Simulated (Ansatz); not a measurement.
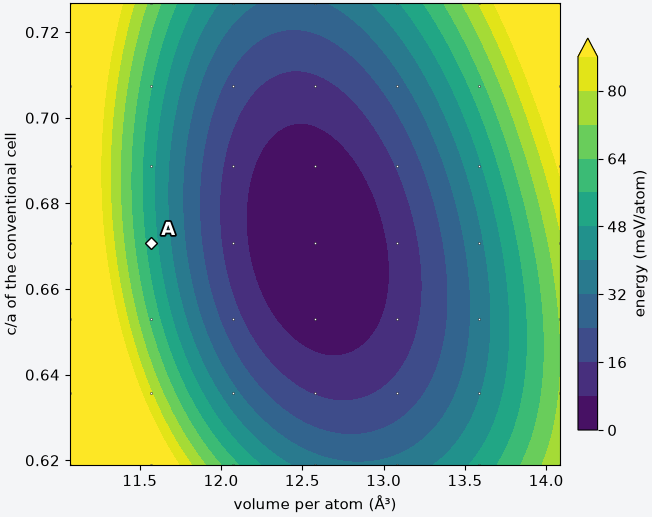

SnO2 (P4_2/mnm, No. 136; 6 atoms in the cell). 
- The energy is mapped over volume and the cell's shape.
- Coordinates scanned: (1) volume per atom; (2) c/a of the conventional cell.
- Relaxed at each point: the atoms inside the fixed cell.
- The scan uses a 7 × 7 grid.
- Points are written as (first, second).
- All energies are given in meV/atom relative to the lowest grid point.
- These are results of Ansatz, DFT PBE, scalar-relativistic, plane waves, PAW, not measurements. Settings: cutoff 520 eV, k-mesh 6×6×10 in the order of the run's cell vectors, gaussian smearing 0.05 eV, no spin polarisation.

In the figure: filled contours, dots at the grid points, one colour for all values above the top of the scale, the point A. Between grid points the surface is interpolated.

### Which way does the force act at A, and how strong is it?

A, at (11.57 Å³, 0.671), is not a stationary point. The computed force is 109 meV/atom for each Å³ towards larger values of volume per atom and 320 meV/atom for each unit towards larger values of c/a of the conventional cell.

PAW datasets: the set soft_1.
